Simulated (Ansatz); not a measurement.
# Geometry relaxation of Ti6O (part 2 of 2)

Continued. System: Ti6O (7 atoms in the cell). Method: DFT r2SCAN, scalar-relativistic, plane waves, PAW, no spin polarisation (Ansatz 0.2.0); cutoff 500 eV, 12×12×8 k-mesh, Gaussian smearing of 0.1 eV. The structure derives from an entry of the Crystallography Open Database.

Geometry of the input (Å; fractional positions):
```
5.1300  0.0000  0.0000
-2.5650  4.4427  0.0000
0.0000  0.0000  4.7400
Ti 0.3330  0.0000  0.2500
Ti -0.0000  0.3330  0.2500
Ti 0.6670  0.6670  0.2500
Ti -0.0000  0.6670  0.7500
Ti 0.6670  0.0000  0.7500
Ti 0.3330  0.3330  0.7500
O  0.0000  0.0000  0.0000
```

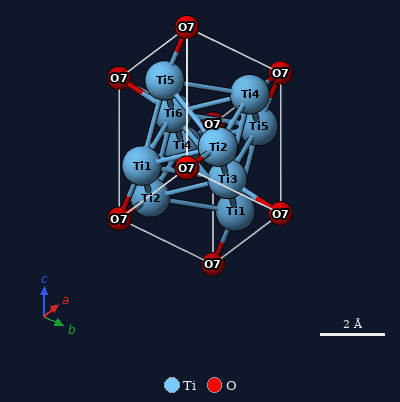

Fig. 1: The geometry at step 3 of the log (ball-and-stick view of the cell of the calculation, seen at an oblique angle; atoms are numbered from 1 in the order of the input).

## Output, continued
```
SCF iter   1: F=—  HF=-15598.434764 eV  |F-HF|=—  |Δ(HF+E_count)|=         —  Δρ=4.62e-4  dr2=6.35e-4  dr2_τ=1.47e-3  ethr=8.71e-7  ⟨swp⟩=2.2  Hψ=29151  notcnv=0
preconditioner: auto → Kerker (q_TF=auto, 2.589 Å⁻¹)  [metal: Δε(μ)=0.018 eV  Ē_g=3.842 eV  σ=0.100 eV  W_gap=0.10  n_scr=26 (ndim 8)  ℏωp=19.0 eV  f_vac=0.000  D(μ)=4.17/eV (n_scr^D=28)]
SCF iter   2: F=—  HF=-15598.435871 eV  |F-HF|=—  |Δ(HF+E_count)|=   1.11e-3  Δρ=2.31e-4  dr2=1.92e-4  dr2_τ=3.67e-6  ethr=8.14e-7  ⟨swp⟩=2.1  Hψ=9849  notcnv=0
SCF iter   3: F=—  HF=-15598.435830 eV  |F-HF|=—  |Δ(HF+E_count)|=   4.04e-5  Δρ=1.01e-4  dr2=3.65e-5  dr2_τ=1.76e-6  ethr=2.46e-7  ⟨swp⟩=2.0  Hψ=7470  notcnv=0
SCF iter   4: F=—  HF=-15598.435823 eV  |F-HF|=—  |Δ(HF+E_count)|=   7.68e-6  Δρ=3.46e-5  dr2=1.51e-6  dr2_τ=5.94e-8  ethr=4.68e-8  ⟨swp⟩=2.0  Hψ=8007  notcnv=0
SCF iter   5: F=-15598.435822 eV  HF=-15598.435823 eV  |F-HF|=8.58e-8  |Δ(HF+E_count)|=   4.35e-8  Δρ=1.24e-5  dr2=1.55e-7  dr2_τ=2.20e-8  ethr=2.92e-10  ⟨swp⟩=6.6  Hψ=23961  notcnv=0
SCF 5 converged in 5 iterations: F = -15598.435822 eV  dr2 = 1.55e-7
  greatest PAW one-centre occupation: 1.001 electrons in one spin orbital (limit 2), on the Ti atom at site 5 (counted from 0), in its partial waves of l = 1
relax step   5: F+E_penalty+E_count = -15598.43582248 eV  Δ(F+E_penalty+E_count) = -1.230e-6 eV  max|allowed force component| = 1.050e-2 eV/Å  Δτ_max = 0.0018 Å  P = -0.113 GPa  Ω = 106.702 Å³  energy of the carried Pulay correction = +8.503e-4 eV  (5 SCF iters, dr2 threshold 2.28e-7 eV, accepted)
Crystal: 7 atoms, lattice volume = 106.598 Å³
iter 1 solved again at ethr=8.55e-8 eV; its pass at ethr=3.10e-3 eV (dr2=6.67e-5 eV) is discarded
SCF iter   1: F=—  HF=-15598.435667 eV  |F-HF|=—  |Δ(HF+E_count)|=         —  Δρ=1.77e-4  dr2=6.35e-5  dr2_τ=3.77e-4  ethr=8.55e-8  ⟨swp⟩=2.5  Hψ=28414  notcnv=0
preconditioner: auto → Kerker (q_TF=auto, 2.590 Å⁻¹)  [metal: Δε(μ)=0.018 eV  Ē_g=3.840 eV  σ=0.100 eV  W_gap=0.10  n_scr=26 (ndim 8)  ℏωp=19.0 eV  f_vac=0.000  D(μ)=4.17/eV (n_scr^D=28)]
SCF iter   2: F=—  HF=-15598.435957 eV  |F-HF|=—  |Δ(HF+E_count)|=   2.90e-4  Δρ=7.69e-5  dr2=1.70e-5  dr2_τ=4.12e-7  ethr=8.14e-8  ⟨swp⟩=2.0  Hψ=11147  notcnv=0
SCF iter   3: F=—  HF=-15598.435942 eV  |F-HF|=—  |Δ(HF+E_count)|=   1.46e-5  Δρ=3.52e-5  dr2=4.34e-6  dr2_τ=1.19e-7  ethr=2.18e-8  ⟨swp⟩=2.0  Hψ=7331  notcnv=0
SCF iter   4: F=—  HF=-15598.435941 eV  |F-HF|=—  |Δ(HF+E_count)|=   1.05e-6  Δρ=1.14e-5  dr2=1.72e-7  dr2_τ=9.51e-9  ethr=5.56e-9  ⟨swp⟩=2.0  Hψ=8010  notcnv=0
SCF iter   5: F=-15598.435941 eV  HF=-15598.435941 eV  |F-HF|=3.85e-9  |Δ(HF+E_count)|=   4.89e-9  Δρ=5.00e-6  dr2=2.04e-8  dr2_τ=3.65e-9  ethr=4.38e-11  ⟨swp⟩=4.7  Hψ=19158  notcnv=0
SCF 6 converged in 5 iterations: F = -15598.435941 eV  dr2 = 2.04e-8
relax step   6: F+E_penalty+E_count = -15598.43594125 eV  Δ(F+E_penalty+E_count) = -1.188e-4 eV  max|allowed force component| = 3.389e-3 eV/Å  Δτ_max = 0.0010 Å  P = +0.004 GPa  Ω = 106.598 Å³  energy of the carried Pulay correction = +9.178e-4 eV  (5 SCF iters, dr2 threshold 3.42e-8 eV, accepted)
Initial wavefunctions: pseudopotential atomic-orbital guess (no wavefunctions were taken with the density)
iter 1 solved again at ethr=5.25e-7 eV; its pass at ethr=3.10e-3 eV (dr2=4.10e-4 eV) is discarded
SCF iter   1: F=—  HF=-15598.435054 eV  |F-HF|=—  |Δ(HF+E_count)|=         —  Δρ=3.72e-5  dr2=1.69e-7  dr2_τ=1.65e-6  ethr=5.25e-7  ⟨swp⟩=3.3  Hψ=37683  notcnv=0
eigensolver tolerance schedule: the retry pair's looser diagonalisation over-reported the residual by 2421.33 of it (diagonalisation noise at 0.70 of the residual, at the tolerance the schedule requests for it); recorded, not acted on — ethr = c·dr2/N_el stays at c = 1.0e-1
preconditioner: auto → Kerker (q_TF=auto, 2.590 Å⁻¹)  [metal: Δε(μ)=0.018 eV  Ē_g=3.841 eV  σ=0.100 eV  W_gap=0.10  n_scr=26 (ndim 8)  ℏωp=19.0 eV  f_vac=0.000  D(μ)=4.17/eV (n_scr^D=28)]
SCF iter   2: F=—  HF=-15598.435053 eV  |F-HF|=—  |Δ(HF+E_count)|=   5.02e-7  Δρ=2.02e-5  dr2=6.94e-8  dr2_τ=7.63e-8  ethr=2.17e-10  ⟨swp⟩=3.4  Hψ=12282  notcnv=0
SCF iter   3: F=—  HF=-15598.435053 eV  |F-HF|=—  |Δ(HF+E_count)|=   1.02e-7  Δρ=3.33e-6  dr2=5.34e-9  dr2_τ=2.18e-9  ethr=8.90e-11  ⟨swp⟩=2.0  Hψ=8133  notcnv=0
SCF iter   4: F=—  HF=-15598.435053 eV  |F-HF|=—  |Δ(HF+E_count)|=   2.63e-9  Δρ=8.01e-7  dr2=6.85e-10  dr2_τ=7.36e-11  ethr=6.85e-12  ⟨swp⟩=2.1  Hψ=10488  notcnv=0
SCF iter   5: F=—  HF=-15598.435053 eV  |F-HF|=—  |Δ(HF+E_count)|=  3.44e-10  Δρ=3.95e-7  dr2=2.32e-10  dr2_τ=1.84e-11  ethr=1.00e-12  ⟨swp⟩=2.0  Hψ=8173  notcnv=0
SCF iter   6: F=-15598.435053 eV  HF=-15598.435053 eV  |F-HF|=1.82e-12  |Δ(HF+E_count)|=  7.28e-12  Δρ=1.09e-7  dr2=1.29e-11  dr2_τ=1.59e-12  ethr=1.00e-12  ⟨swp⟩=3.5  Hψ=20584  notcnv=0
SCF 7 converged in 6 iterations: F = -15598.435053 eV  dr2 = 1.29e-11
relax step   7: F+E_penalty+E_count = -15598.43505317 eV  Δ(F+E_penalty+E_count) = +8.881e-4 eV  max|allowed force component| = 3.495e-3 eV/Å  Δτ_max = 0.0000 Å  P = -0.001 GPa  Ω = 106.598 Å³  stress off target by 2.24e-2 GPa  SCF on the basis re-selected at this cell (its energy is not comparable with the rows above)  (6 SCF iters)
basis re-selected at this cell: Δ(F+E_penalty+E_count) = +8.881e-4 eV, ΔP = -0.005 GPa vs the last step (what re-selecting the basis moved, of the pressure what is left beyond the Pulay correction that the steps carried, after the strain that the cell walked since its last selection, with what the two solves' SCF thresholds leave and, on support functions, any second-order correction that the steps lacked; it is no measure of the basis error at this ecutwfc). This SCF's stress stands 2.24e-2 GPa from its target on what of the cell is left free (relax.cell.stress_tol is 5.00e-2 GPa) and its largest allowed force component is 3.49e-3 eV/Å (relax.f_tol is 5.00e-3 eV/Å): within both
SCF converged after 6 iterations
Free energy (F): -15598.435053 eV
Harris-Foulkes:  -15598.435053 eV  (|F-HF|=1.82e-12)
Internal energy: -15598.414228 eV  (E = F + TS)
E sigma→0 (E₀):  -15598.424641 eV
Entropy (-TS):   -0.020825 eV (-2.975 meV/atom)
Fermi energy:    13.838806 eV
--- Per-component energies (eV) ---
  E_band       = -994.629620
  E_kinetic    = 1814.141604
  E_local      = -5148.016182  (includes V_loc(G=0)·N_el)
  E_nonlocal   = 89.179500
  E_hartree    = 2104.680568
  E_xc         = -632.621883
  E_vxc        = -904.511610  (∫ρ·V_xc dr)
  E_paw        = -6499.599555  (= ΣΔE_a)
  E_vpaw       = -1116.070318  (= ΣTr[D̂ρ^β])
  E_aug_tail   = 0.001540  (compensation charges beyond the density's cutoff)
  E_vtau       = 61.284582  (kinetic-family band-sum trace: ∫τ·v_τ [+ j·A + Jᵃ·Aᵃ] dr)
  E_ewald      = -7324.627137
  E_core_change = -1.552684  (= ΣΔE_core)
  E_smearing   = -0.020825  (= −TS)
  E_closure    = -0.000000  (closes the sum)
  Σ components = -15598.435053   (vs F -15598.435053, Δ=0.00e0)
--- Forces (eV/Å), atoms counted from 1 ---
  atom   1  Ti    -0.00349463     0.00000000     0.00273988
  atom   2  Ti     0.00174732    -0.00302644     0.00273988
  atom   3  Ti     0.00174732     0.00302644     0.00273988
  atom   4  Ti    -0.00174732     0.00302644    -0.00273988
  atom   5  Ti     0.00349463    -0.00000000    -0.00273988
  atom   6  Ti    -0.00174732    -0.00302644    -0.00273988
  atom   7  O      0.00000000    -0.00000000     0.00000000
  max |Σ_I F_I| component: 1.78e-17 eV/Å
--- Stress (GPa, compression-positive) ---
        0.009923      -0.000000      -0.000000
        0.000000       0.009923      -0.000000
       -0.000000       0.000000      -0.022443
  P = ⅓ Tr σ = -0.0009 GPa (-0.009 kbar)
--- Band table (eV; the first three rows and the last of 131) ---
  k-point 0: bands = ["-45.4705", "-45.3376", "-45.3240", "-45.3240", "-45.3183", "-45.3183", "-21.1004", "-20.8229", "-20.7177", "-20.6968", "-20.6968", "-20.6601", "-20.6601", "-20.6036", "-20.6036", "-20.5938", "-20.5181", "-20.5181", "-20.5000", "-20.3620", "-20.3620", "-20.3054", "-20.2693", "-20.2693", "-8.2337", "6.3513", "6.4722", "6.4722", "7.9968", "11.8167", "12.1418", "12.2241", "12.2555", "12.2555", "12.5240", "12.6839", "12.6839", "13.6398", "14.0305", "14.0305", "14.5322", "14.5322", "14.7294", "15.0454", "15.0454", "15.4147", "15.6169"]
  k-point 1: bands = ["-45.4659", "-45.3423", "-45.3238", "-45.3238", "-45.3185", "-45.3185", "-21.0761", "-20.8112", "-20.7463", "-20.7463", "-20.7103", "-20.6845", "-20.6845", "-20.6067", "-20.5634", "-20.5634", "-20.5077", "-20.4835", "-20.4835", "-20.3586", "-20.3586", "-20.3316", "-20.2721", "-20.2721", "-8.2294", "6.2980", "6.4620", "6.4620", "8.1688", "11.6973", "12.2348", "12.2625", "12.3071", "12.3071", "12.5482", "12.7403", "12.7403", "13.5597", "13.9582", "13.9582", "14.4593", "14.4593", "14.6722", "14.9819", "14.9819", "15.3970", "15.6668"]
  k-point 2: bands = ["-45.4529", "-45.3556", "-45.3231", "-45.3231", "-45.3190", "-45.3190", "-21.0080", "-20.8086", "-20.8086", "-20.7773", "-20.7362", "-20.7362", "-20.6893", "-20.6445", "-20.5292", "-20.5019", "-20.5019", "-20.4297", "-20.4297", "-20.4033", "-20.3494", "-20.3494", "-20.2798", "-20.2798", "-8.2190", "6.1918", "6.4376", "6.4376", "8.6254", "11.3650", "12.3569", "12.3927", "12.4491", "12.4491", "12.6133", "12.8945", "12.8945", "13.4216", "13.7696", "13.7696", "14.3081", "14.3081", "14.5288", "14.7982", "14.7982", "15.3675", "15.8154"]
  k-point 130: bands = ["-45.3907", "-45.3812", "-45.3812", "-45.3158", "-45.3123", "-45.3123", "-21.0003", "-20.8133", "-20.8133", "-20.7314", "-20.7216", "-20.7216", "-20.6465", "-20.6167", "-20.6167", "-20.4743", "-20.4743", "-20.4541", "-20.4078", "-20.4078", "-20.4056", "-20.3233", "-20.3233", "-20.3133", "-8.2078", "6.2956", "6.2956", "6.4685", "10.5079", "10.5079", "11.0897", "12.0465", "12.0465", "12.2278", "12.3993", "12.3993", "12.6965", "13.5046", "13.5046", "14.4963", "14.5983", "14.5983", "14.7266", "14.7266", "14.7577", "15.7382", "15.7382"]
--- Relaxed structure (6 steps of the walk, 5 accepted, 1 SCFs on fresh bases) ---
  F+E_penalty+E_count = -15598.43505317 eV   max|allowed force component| = 3.495e-3 eV/Å   (the final SCF, on the basis selected at the relaxed cell)
  cell:  # Å, volume = 106.5979 Å³
    - [5.1032771117123, 1.728736109306764e-33, 6.15430054913208e-33]
    - [-2.55163855585615, 4.419567621294528, -3.975427906825518e-33]
    - [5.9419996234372175e-33, -7.028171597613913e-34, 4.726284442688756]
  atoms:
    - { symbol: Ti, position: [0.33054472441245053, -4.357869786560017e-20, 0.26025834136732307] }
    - { symbol: Ti, position: [2.7755575615628914e-17, 0.3305447244124506, 0.26025834136732307] }
    - { symbol: Ti, position: [0.6694552755875496, 0.6694552755875496, 0.26025834136732307] }
    - { symbol: Ti, position: [5.551115123125783e-17, 0.6694552755875496, 0.7397416586326769] }
    - { symbol: Ti, position: [0.6694552755875495, -4.3578697865600193e-20, 0.7397416586326769] }
    - { symbol: Ti, position: [0.33054472441245053, 0.3305447244124506, 0.7397416586326769] }
    - { symbol: O, position: [-9.27410366338584e-20, -4.357869786560028e-20, 6.371893418766525e-20] }
```

## Trajectory as extended XYZ (Å, eV, eV/Å), 7 frames, from step=1 to step=7
```
7
Lattice="5.1300 0.0000 0.0000 -2.5650 4.4427 0.0000 0.0000 0.0000 4.7400" Properties=species:S:1:pos:R:3:forces:R:3 step=1 energy=-15598.34703 pressure_GPa=-1.64
Ti    1.7083    0.0000    1.1850   -0.1766   0.0000   0.4692
Ti   -0.8541    1.4794    1.1850    0.0883  -0.1529   0.4692
Ti    1.7109    2.9633    1.1850    0.0883   0.1529   0.4692
Ti   -1.7109    2.9633    3.5550   -0.0883   0.1529  -0.4692
Ti    3.4217    0.0000    3.5550    0.1766   0.0000  -0.4692
Ti    0.8541    1.4794    3.5550   -0.0883  -0.1529  -0.4692
O     0.0000    0.0000    0.0000    0.0000   0.0000   0.0000
7
Lattice="5.1043 0.0000 0.0000 -2.5521 4.4205 0.0000 0.0000 0.0000 4.6163" Properties=species:S:1:pos:R:3:forces:R:3 step=2 energy=-15598.32520 pressure_GPa=4.21 accepted=F
Ti    1.6732    0.0000    1.2308    0.3261   0.0000  -0.4559
Ti   -0.8366    1.4491    1.2308   -0.1630   0.2824  -0.4559
Ti    1.7155    2.9714    1.2308   -0.1630  -0.2824  -0.4559
Ti   -1.7155    2.9714    3.3855    0.1630  -0.2824   0.4559
Ti    3.4311    0.0000    3.3855   -0.3261   0.0000   0.4559
Ti    0.8366    1.4491    3.3855    0.1630   0.2824   0.4559
O     0.0000    0.0000    0.0000    0.0000   0.0000   0.0000
7
Lattice="5.1044 0.0000 0.0000 -2.5522 4.4205 0.0000 0.0000 0.0000 4.7248" Properties=species:S:1:pos:R:3:forces:R:3 step=3 energy=-15598.43215 pressure_GPa=0.08
Ti    1.6869    0.0000    1.2198    0.0309   0.0000   0.1241
Ti   -0.8434    1.4609    1.2198   -0.0155   0.0268   0.1241
Ti    1.7087    2.9596    1.2198   -0.0155  -0.0268   0.1241
Ti   -1.7087    2.9596    3.5051    0.0155  -0.0268  -0.1241
Ti    3.4175    0.0000    3.5051   -0.0309   0.0000  -0.1241
Ti    0.8434    1.4609    3.5051    0.0155   0.0268  -0.1241
O     0.0000    0.0000    0.0000    0.0000   0.0000   0.0000
7
Lattice="5.1017 0.0000 0.0000 -2.5509 4.4182 0.0000 0.0000 0.0000 4.7222" Properties=species:S:1:pos:R:3:forces:R:3 step=4 energy=-15598.43582 pressure_GPa=0.21
Ti    1.6865    0.0000    1.2308   -0.0064   0.0000  -0.0212
Ti   -0.8433    1.4606    1.2308    0.0032  -0.0056  -0.0212
Ti    1.7076    2.9577    1.2308    0.0032   0.0056  -0.0212
Ti   -1.7076    2.9577    3.4914   -0.0032   0.0056   0.0212
Ti    3.4152    0.0000    3.4914    0.0064   0.0000   0.0212
Ti    0.8433    1.4606    3.4914   -0.0032  -0.0056   0.0212
O     0.0000    0.0000    0.0000    0.0000   0.0000   0.0000
7
Lattice="5.1053 0.0000 0.0000 -2.5526 4.4213 0.0000 0.0000 0.0000 4.7272" Properties=species:S:1:pos:R:3:forces:R:3 step=5 energy=-15598.43582 pressure_GPa=-0.11
Ti    1.6867    0.0000    1.2307    0.0105   0.0000  -0.0010
Ti   -0.8433    1.4607    1.2307   -0.0053   0.0091  -0.0010
Ti    1.7093    2.9606    1.2307   -0.0053  -0.0091  -0.0010
Ti   -1.7093    2.9606    3.4965    0.0053  -0.0091   0.0010
Ti    3.4186    0.0000    3.4965   -0.0105   0.0000   0.0010
Ti    0.8433    1.4607    3.4965    0.0053   0.0091   0.0010
O     0.0000    0.0000    0.0000    0.0000   0.0000   0.0000
7
Lattice="5.1033 0.0000 0.0000 -2.5516 4.4196 0.0000 0.0000 0.0000 4.7263" Properties=species:S:1:pos:R:3:forces:R:3 step=6 energy=-15598.43594 pressure_GPa=0.00
Ti    1.6869    0.0000    1.2301   -0.0034   0.0000   0.0027
Ti   -0.8434    1.4609    1.2301    0.0017  -0.0029   0.0027
Ti    1.7082    2.9587    1.2301    0.0017   0.0029   0.0027
Ti   -1.7082    2.9587    3.4962   -0.0017   0.0029  -0.0027
Ti    3.4164    0.0000    3.4962    0.0034   0.0000  -0.0027
Ti    0.8434    1.4609    3.4962   -0.0017  -0.0029  -0.0027
O     0.0000    0.0000    0.0000    0.0000   0.0000   0.0000
7
Lattice="5.1033 0.0000 0.0000 -2.5516 4.4196 0.0000 0.0000 0.0000 4.7263" Properties=species:S:1:pos:R:3:forces:R:3 step=7 energy=-15598.43505 pressure_GPa=-0.00
Ti    1.6869    0.0000    1.2301   -0.0035   0.0000   0.0027
Ti   -0.8434    1.4609    1.2301    0.0017  -0.0030   0.0027
Ti    1.7082    2.9587    1.2301    0.0017   0.0030   0.0027
Ti   -1.7082    2.9587    3.4962   -0.0017   0.0030  -0.0027
Ti    3.4164    0.0000    3.4962    0.0035   0.0000  -0.0027
Ti    0.8434    1.4609    3.4962   -0.0017  -0.0030  -0.0027
O     0.0000    0.0000    0.0000    0.0000   0.0000   0.0000
```

## Summary

| quantity | value |
| --- | --- |
| outcome | converged |
| space group (tolerance 0.01 Å) | P-31m (162) |
| electrons treated | 78 |
| free energy | −15598.4351 eV |
| Fermi energy | 13.839 eV |
| gap on the k-point mesh | none (metallic) |
| pressure | 0.00 GPa |
| final volume | 106.60 Å³ |
| largest force (length of the vector) at the end | 0.004 eV/Å |
| final cell | a = 5.103 Å, b = 5.103 Å, c = 4.726 Å, α = 90.00°, β = 90.00°, γ = 120.00° |
| hardware | 2 threads of Intel Xeon @ 2.50GHz (Skylake/Cascade Lake), 189 GiB of memory available, shared host |
| wall time | 9.5 min (CPU time 19 min) |
| peak memory | 1.1 GiB |
